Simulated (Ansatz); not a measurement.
La

Input file:

```
crystal:
  lattice:
    - [3.3068225579, 0.0, 0.0]
    - [0.0, 3.3068225579, 0.0]
    - [0.0, 0.0, 3.3068225579]
  atoms:
    - { symbol: La, position: [0.0, 0.0, 0.0], spin: 0.425 }
hamiltonian:
  xc: r2scan
  pseudopotentials:
    kind: paw
    azcp:
      La: "pseudopotentials/La.paw.azcp"
basis:
  ecutwfc: 500
  fft_grid_basis: typed
kpoints:
  mp_grid: { grid: [11, 11, 11], shift: [0, 0, 0] }
magnetization:
  spin_polarized: true
scf:
  occupations: { method: fermi_dirac, width: 0.05 }
  lower_state_search: "off"
output:
  stress: true
  write_density: true
  write_potential: true
  elf: true
  volumetric_format: npy
```

Launched as:

```sh
ansatz run input.yaml --threads 2 --pin off --max-ram 6144MiB --backend cpu --events-out ev --progress --plain --runs-dir out
```

Below, planes, directions and counts refer to the conventional cell (a = 3.31 Å, b = 3.31 Å, c = 3.31 Å, α = 90.00°, β = 90.00°, γ = 90.00°).

Space group Pm-3m; set up as La, simple cubic; a generated structure, not necessarily the stable one; changed on purpose from its base cell (volume × 0.96); spin-polarised.

Computed with Ansatz 0.2.0, DFT, r2SCAN, plane waves (500 eV) with PAW, scalar-relativistic.

> What will maps of the valence pseudo-density, electron localisation function and spin density show?

La–La (3.31 Å): ρ is about 0.15 e/Å³ halfway; the ELF is about 0.10 at the midpoint: no shared electron pair shows on this line.
The spin density sits on La: +0.4 μB in one cell of 1 atoms: parallel main moments, as they must be, since the calculation's own cell holds one magnetic site. The cell of the calculation (1 atoms) carries 0.6 μB of net spin moment.

> Does the calculation give a band gap?

It is metallic or semimetallic at this level of theory: no gap opens.

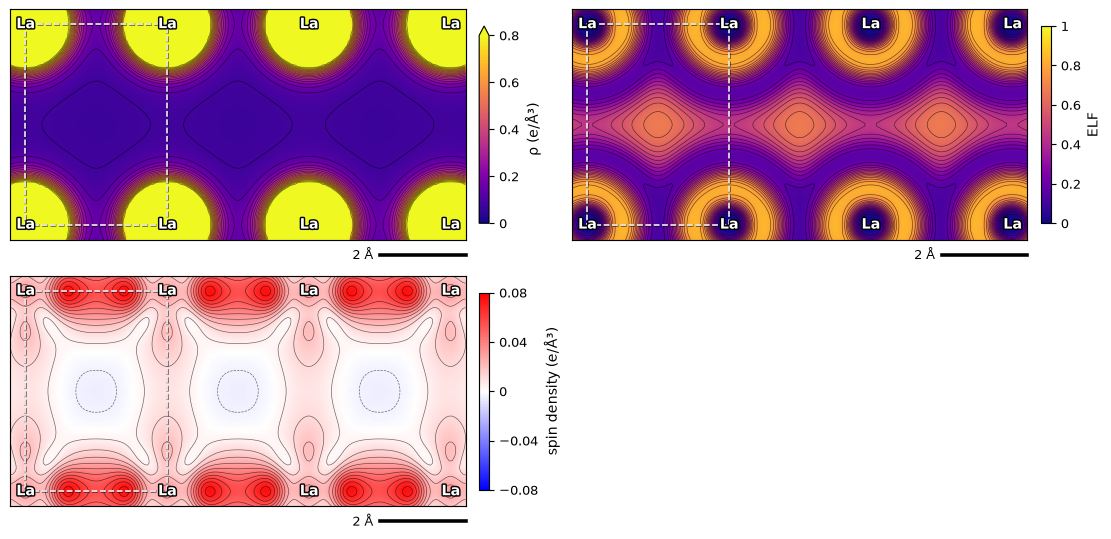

Computed valence pseudo-density, electron localisation function and spin density on the (110) plane of the conventional cell, in this order. 
